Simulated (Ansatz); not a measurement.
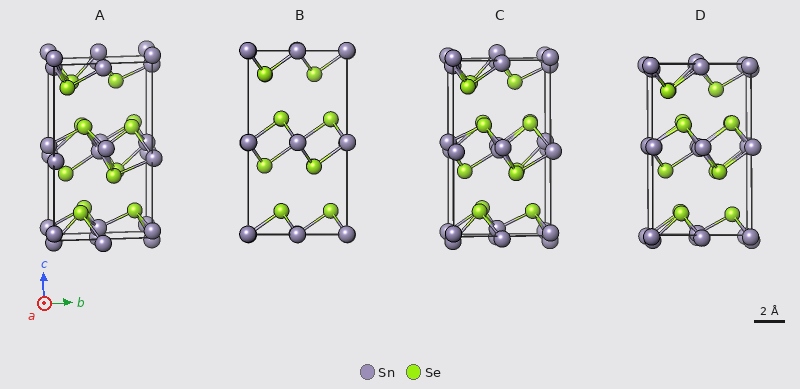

4 geometries from one relaxation of solid Sn₈Se₁₃ (a generated structure, set up in P1) (coarse preliminary run), in shuffled order. The picture is a ball-and-stick view of the cell of the calculation, seen along the a axis.

Case: 3 of 16 Se atoms taken out at random.

The calculation used DFT PBEsol, scalar-relativistic, plane waves, PAW in Ansatz. Set-up: plane-wave cutoff 420 eV; k-point mesh 2 × 2 × 1; occupations gaussian; smearing width 0.1 eV; mesh shifted by (0.5, 0.5, 0); no spin polarisation; cell and atoms relaxed; force threshold 0.04 eV/Å; at most 50 steps.

Question: Order the frames from highest to lowest energy.

Answer: B, D, C, A. They are steps 0, 4, 7, 15, at +78.8 meV per atom, +37.3 meV per atom, +13.3 meV per atom relative to the last. A Sn atom moves most relative to the cell: 0.71 Å along [−3 1 −3]. Largest moves by element: Sn 0.71 Å, Se 0.47 Å. The drawn cell changes as follows: a 7.638 → 7.557 Å (−1.1 %), b 7.638 → 7.414 Å (−2.9 %), c 12.294 → 11.776 Å (−4.2 %), α 90.0° → 86.9°, β 90.0° → 96.5°, γ 120.0° → 114.6°; the volume changes by −4.1 %. Some distances before and after: Se–Se 3.691 → 3.044 Å, Se–Se 3.751 → 3.149 Å, Se–Se 3.827 → 3.320 Å, Se–Se 3.792 → 3.320 Å. Among the angles between lasting bonds that change: Se–Sn–Se 179.6° → 154.5°, Se–Sn–Se 179.8° → 155.8°, Se–Sn–Se 178.5° → 154.7°. The space group stays P1 (No. 1). The energy falls by 78.8 meV per atom in 13 accepted moves (15 points after the start). The largest force component goes from 0.82 to 0.017 eV/Å. Pressure: 0.46 GPa at the start and −0.01 GPa at the end. The line search rejected the trial step at point 13 of the run. At 1 point the geometry stayed and the basis and grid were re-selected for the new cell (energy shift of 0.1 meV per atom at most each time).

Limits of the set-up: layers or molecules are held without a dispersion correction, so their spacing is unreliable.
